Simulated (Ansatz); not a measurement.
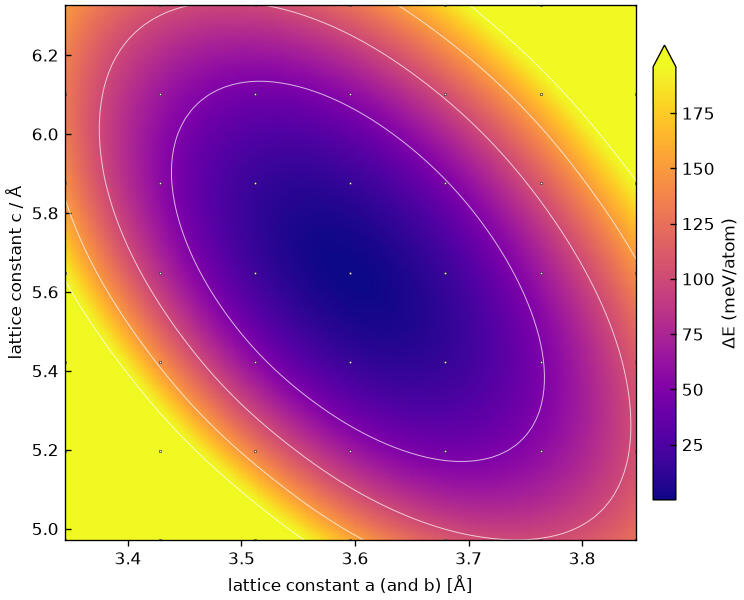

ZrS₂ (P-3m1, No. 164; 3 atoms in the cell). The energy is mapped over the lattice constants a and c of the conventional cell. Coordinates scanned: (1) lattice constant a (and b); (2) lattice constant c. Nothing is relaxed (fractional coordinates fixed). Grid: 7 × 7 points. Points are written as (first, second). Energies are in meV/atom, from the lowest grid point. The band gap closes in part of the range. Computed with Ansatz 0.2.0, DFT LDA, scalar-relativistic, plane waves, PAW. Settings: cutoff 420 eV, k-mesh 12×12×6 in the order of the run's cell vectors, gaussian smearing 0.05 eV, no spin polarisation.

Drawn: a smooth colour map with a few white contour lines, dots at the grid points, one colour for all values above the top of the scale. Between grid points the surface is interpolated.

The lowest grid point is at (3.596 Å, 5.649 Å). No other kind of well shows on this grid. The highest grid point, (3.344 Å, 4.971 Å), lies 619 meV/atom above the lowest. Round the minimum the valley is somewhat tilted: raising lattice constant a (and b) shifts the best value of lattice constant c downwards (coupling k₁₂/√(k₁₁k₂₂) about 0.5).

The level of theory is changed to DFT PBEsol, scalar-relativistic, plane waves, PAW (Ansatz 0.2.0); with it change k-mesh 9×9×6 (before 12×12×6), the cell, relaxed at the new level (first cell vector 3.628 Å, before 3.596 Å); the new grid has 7 × 7 points, laid about the new relaxed structure.

How does the landscape change?

Answer. The minimum (interpolated where it lies between grid points) moves from (3.596 Å, 5.649 Å) to (3.628 Å, 5.886 Å). The curvature at the minimum changes by less than a tenth (about 15) eV/Å² along lattice constant a (and b) and from about 1.8 to 1.5 eV/Å² along lattice constant c (per cell).

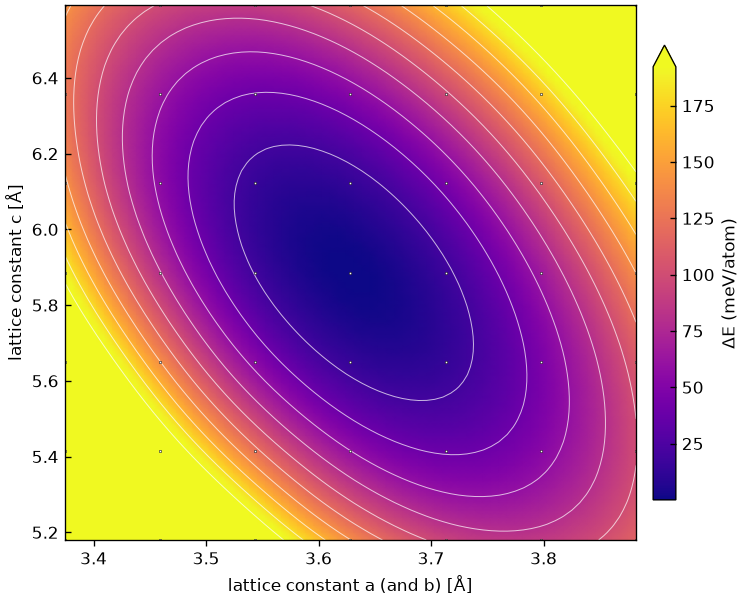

The map after the change, on a colour scale of its own. In the figure: a smooth colour map with a few white contour lines, dots at the grid points, one colour for all values above the top of the scale. Between grid points the surface is interpolated.

PAW datasets: the set soft_1.
